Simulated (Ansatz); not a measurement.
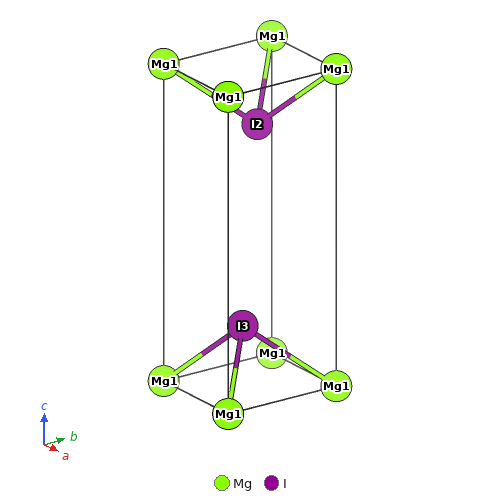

The system is MgI2 (P-3m1, No. 164; 3 atoms in the cell); the picture shows the reference structure. 
- The energy is mapped over two homogeneous strains (x along [1 0 0], y along [1 2 0], z along [0 0 1] of the conventional cell).
- First axis: engineering shear strain xz. Second axis: normal strain along z.
- Relaxed at each point: the atoms inside the fixed cell.
- Grid: 7 × 7 points; 28 points were computed and 21 follow by symmetry.
- Points are written as (first, second).
- All energies are given in meV/atom relative to the lowest grid point.
- Method: DFT PBE, scalar-relativistic, plane waves, PAW in Ansatz 0.2.0. Settings: cutoff 520 eV, k-mesh 6×6×4 in the order of the run's cell vectors, gaussian smearing 0.05 eV, no spin polarisation.

Its coordinates:

```yaml
crystal:
  lattice:
    - [4.20720, 0.00000, 0.00000]
    - [-2.10360, 3.64354, 0.00000]
    - [0.00000, 0.00000, 7.81172]
  atoms:
    - { symbol: Mg, position: [0.00000, 0.00000, 0.00000] }
    - { symbol: I, position: [0.33333, 0.66667, 0.78587] }
    - { symbol: I, position: [0.66667, 0.33333, 0.21413] }
```

Range: engineering shear strain xz from −22.0 to 22.0 %; normal strain along z from −4.00 to 4.00 %.

What landscape does the calculation give?

Answer. The lowest grid point is at (0.0 %, 0.00 %). The highest grid point, (−22.0 %, −4.00 %), lies 5.83 meV/atom above the lowest. The gap on the k-mesh is 3.6 eV at the lowest point and runs from 3.4 to 3.6 eV over the map.

```tsv
normal strain along z ↓, engineering shear strain xz →	−22.0	−14.7	−7.3	0.0	7.3	14.7	22.0
4.00	0.71	0.39	0.22	0.17	0.22	0.39	0.71
2.67	0.92	0.41	0.14	0.07	0.14	0.41	0.92
1.33	1.29	0.54	0.13	0.00	0.13	0.54	1.29
0.00	1.89	0.81	0.19	0.00	0.19	0.81	1.89
−1.33	2.77	1.26	0.37	0.08	0.37	1.26	2.77
−2.67	4.05	1.96	0.70	0.28	0.70	1.96	4.05
−4.00	5.83	2.97	1.21	0.63	1.21	2.97	5.83
```

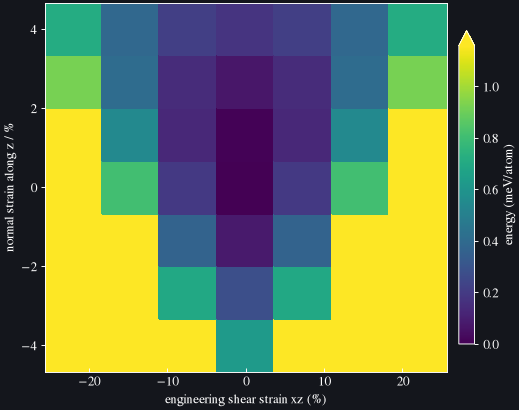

The picture shows one coloured cell a grid point, one colour for all values above the top of the scale.

Time for the 28 points that were run: 7.8 min on 1 thread of AMD EPYC 9R45 96-Core Processor (Zen 5), with other jobs on the host.
